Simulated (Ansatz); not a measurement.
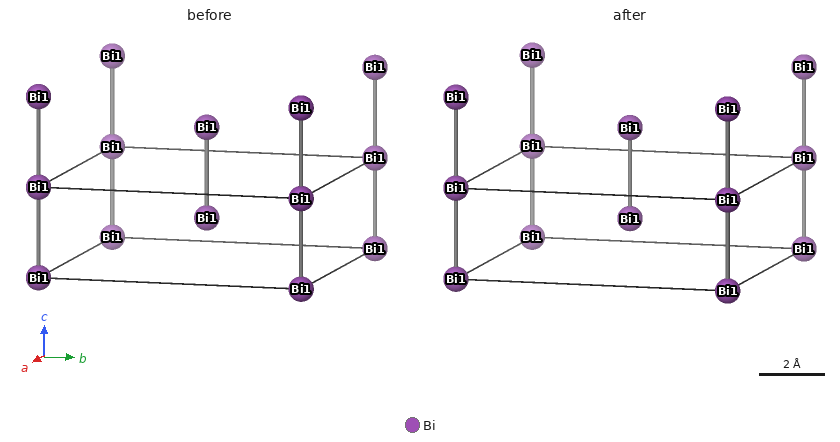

Left: a symmetric starting cell of Bi. Right: the same structure after one change, at the same scale. Style: ball-and-stick. Shown: the conventional cell (2 times the calculation's cell), repeated 1 × 1 × 2 with one cell outlined, slightly off an axis. Lengths and directions refer to the drawn axes.

These are results of DFT PBE, scalar-relativistic, plane waves, PAW (Ansatz 0.2.0), not measurements. Settings: plane-wave cutoff 420 eV; k-point mesh 16 × 16 × 16; occupations gaussian; smearing width 0.1 eV; no spin polarisation.

Question: What distinguishes the right structure from the left one?

Answer: The cell is strained by +0.5 % along c and +3.5 % across it (volume +7.5 %), the atoms keeping their fractional coordinates. No relaxation follows. The starting cell wasn't computed here and needn't be at equilibrium, so pressure and forces aren't due to the change alone.

Question: And its effect?

Answer: The pressure is 0.2 GPa (not all of it need come from the change, since the unchanged cell can be under pressure at this level too). The principal stresses (compression positive) are 0.6 GPa along c and −0.1 GPa across it. All forces vanish by symmetry. Among the bonded contacts that change: Bi–Bi 2.861 → 2.874 Å. The space group stays I4/mmm (No. 139).
